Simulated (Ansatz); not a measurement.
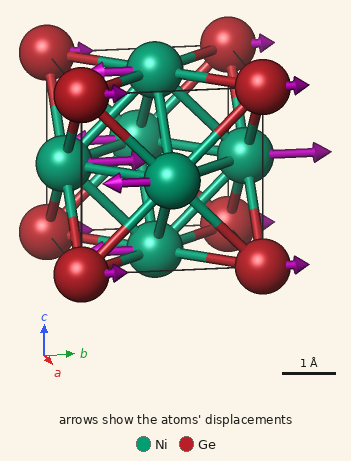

One vibrational mode of crystalline Ni3Ge at the zone centre. The purple arrows give the relative displacements of the atoms. Style: ball-and-stick. Shown: the cell of the calculation, slightly off an axis.

These are results of Ansatz, DFT LDA, scalar-relativistic, plane waves, PAW, not measurements. Set-up: plane-wave cutoff 420 eV; k-point mesh 12 × 12 × 12; occupations fermi dirac; smearing width 0.15 eV; no spin polarisation.

The frequencies depend somewhat on the k-mesh and the smearing.

Describe the mode and give its frequency.

This is the T₁u mode (triply degenerate; one member of the set is drawn) at 305 cm⁻¹, the highest optical level, infrared-active by symmetry. All motion is along b; the kinetic energy is shared as Ni 92 %, Ge 8 %. The crystal is a metal, so free carriers screen the infrared response.

Limits of the set-up: an element that often carries a moment was run without spin polarisation.
